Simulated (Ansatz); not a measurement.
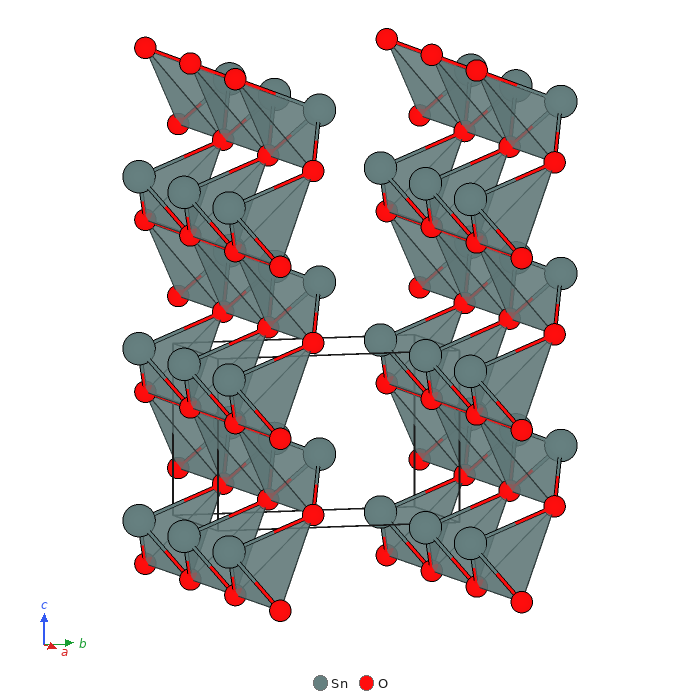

Polyhedra are drawn about Sn (bonds: O–Sn below 2.4 Å); other atoms are plain spheres.

SnO (space group Pmn2_1, No. 31). Coordinates: the input geometry of an electronic-structure calculation (not necessarily at equilibrium).

Q: What figure surrounds each Sn atom, and what does it share with the other drawn polyhedra?

A: Sn: SnO3 trigonal pyramid, sharing corners with six neighbours.

Q: How do these polyhedra hang together as a whole?

A: They form layers of corner-sharing trigonal pyramids parallel to (010).

Q: How far apart are the centres of linked polyhedra?

A: Centre to centre across a shared corner: 3.32 to 3.70 Å.
